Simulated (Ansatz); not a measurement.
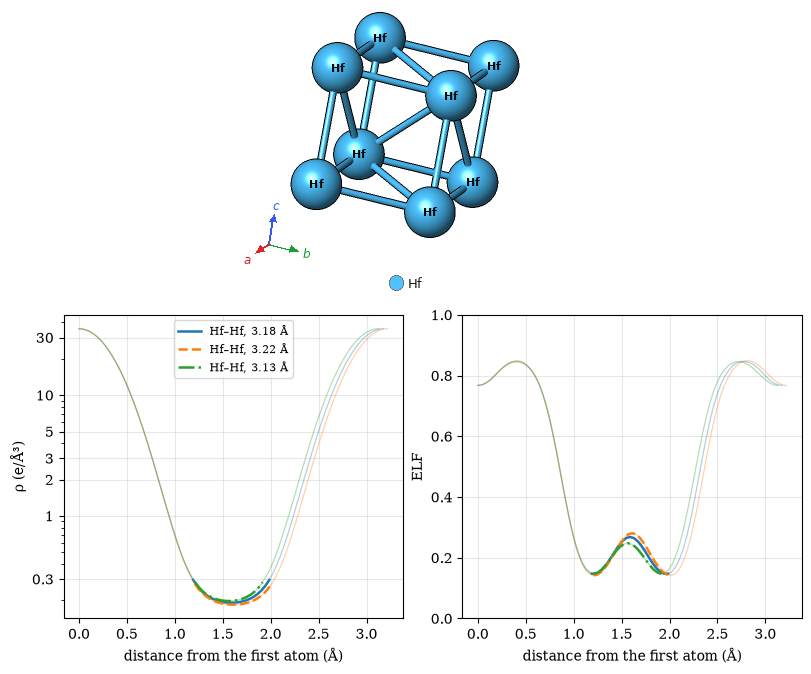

*Hf. Valence charge density (pseudo) and electron localisation function along straight lines between neighbouring atoms. Thin, pale parts lie inside the atomic spheres. The structure is drawn too.*

Space group P-1.

The calculation used DFT PBE, scalar-relativistic, plane waves, PAW in Ansatz.

The density is the valence pseudo-density of a PAW calculation; it isn't the true density close to the nuclei.

```
Hf
1.0
    -2.24636   -0.02691   -2.17352
    -0.04870   -2.22965    2.19531
    -0.01803    2.25280    2.21846
Hf
1
Direct
  0.00000 0.00000 0.00000
```

Question: What can be read from the curves?

Answer: Hf–Hf (3.18 Å): the density is about 0.19 e/Å³ at the midpoint; the ELF is about 0.25 at the midpoint; no shared electron pair shows on this line.
Hf–Hf (3.22 Å): the density is about 0.18 e/Å³ at the midpoint; the ELF is about 0.30 at the midpoint (no localised pair shows between them).
Hf–Hf (3.13 Å): ρ is about 0.2 e/Å³ halfway; the ELF is about 0.25 at the midpoint: no shared electron pair shows on this line.
